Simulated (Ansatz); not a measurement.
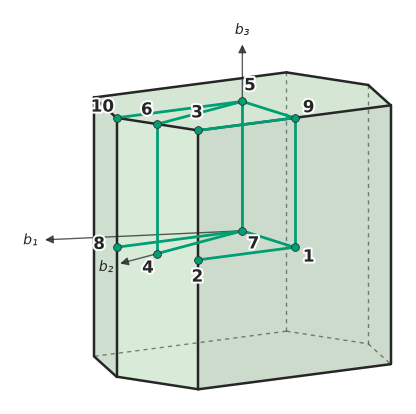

The first Brillouin zone of a base-centred orthorhombic lattice (oC; extended symbol oC1) is drawn with its special points numbered. Crystal: SnSe, the geometry relaxed with DFT PBE+D3(BJ), scalar-relativistic, plane waves, PAW in Ansatz 0.2.0. Geometry calculated from the standardised cell; symmetry tolerance 0.002 Å.

a = 4.231 Å, b = 11.576 Å, c = 4.224 Å, α = 90.00°, β = 90.00°, γ = 90.00°.

Labels and path follow the convention of Hinuma et al. (2017), as computed by seekpath; the arrows show the directions of the reciprocal primitive vectors b₁, b₂, b₃, in which coordinates are given.

Which special point is each number?

```csv
no.,label,coordinates
1,Y,"(−1/2, 1/2, 0)"
2,C₀,"(−0.283, 0.717, 0)"
3,E₀,"(−0.283, 0.717, 1/2)"
4,S,"(0, 1/2, 0)"
5,Z,"(0, 0, 1/2)"
6,R,"(0, 1/2, 1/2)"
7,Γ,"(0, 0, 0)"
8,Σ₀,"(0.283, 0.283, 0)"
9,T,"(−1/2, 1/2, 1/2)"
10,A₀,"(0.283, 0.283, 1/2)"
```
